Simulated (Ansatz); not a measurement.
Consider HPt12 (slab).

```
Pt H
1.0
     5.61458    0.00000    0.00000
     0.00000    5.61458    0.00000
     0.00000    0.00000   20.85166
Pt H
12 1
Direct
  0.25000 0.25000 0.19183
  0.25000 0.75000 0.19183
  0.75000 0.25000 0.19183
  0.75000 0.75000 0.19183
  0.00000 0.00000 0.28422
  0.00000 0.50000 0.28422
  0.50000 0.00000 0.28422
  0.50000 0.50000 0.28422
  0.25000 0.25000 0.37655
  0.25000 0.75000 0.37655
  0.75000 0.25000 0.37655
  0.75000 0.75000 0.37655
  0.41667 0.41667 0.48349
```

Not relaxed (largest force 1.9 eV/Å); the program warned that a starting moment wasn't kept; spin-polarised, but the moments vanished.

Level of theory: DFT PBE, scalar-relativistic, plane waves, PAW in Ansatz.

What will maps of the valence pseudo-density and electron localisation function show?

Answer. Pt–H (2.59 Å): ρ at the midpoint is about 0.25 e/Å³; the ELF climbs to about 1 towards the hydrogen.
Pt–Pt (2.77 Å): the density is about 0.38 e/Å³ at the midpoint; the ELF is about 0.30 at the midpoint (no localised pair shows between them).

Metal or insulator at this level of theory?

Answer. It is gapless in this calculation (a metal or semimetal).

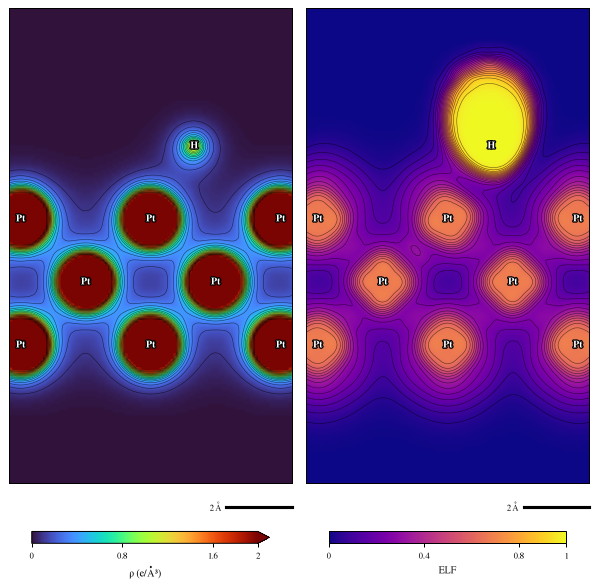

Computed valence pseudo-density and electron localisation function on the (11̄0) plane of the calculation cell, a cut from vacuum to vacuum, in this order. 

The density is the valence pseudo-density of a PAW calculation; it isn't the true density close to the nuclei.
